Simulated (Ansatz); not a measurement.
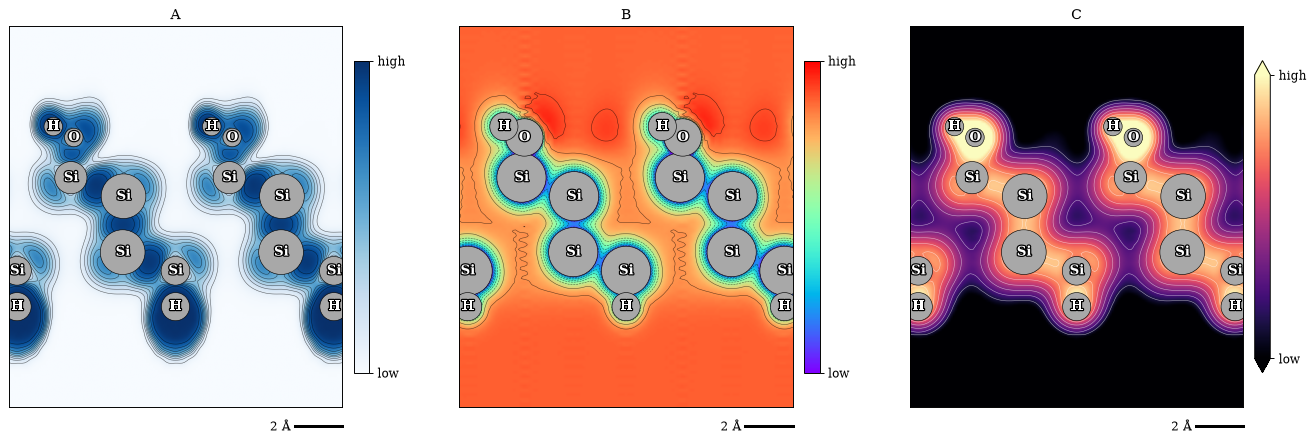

Si4H2O (slab): 3 fields on the (110) plane of the calculation cell, a cut from vacuum to vacuum, with unlabelled colour scales. Grey discs cover the atomic cores.

Level of theory: DFT PBE+D3(BJ), scalar-relativistic, plane waves, PAW in Ansatz 0.2.0.

Question: Match the panels to the quantities (electron localisation function, electrostatic potential energy of an electron and valence pseudo-density).

Answer: Panel A: electron localisation function. Panel B: electrostatic potential energy of an electron (low next to the atoms, rising into the space between them). Panel C: valence pseudo-density.
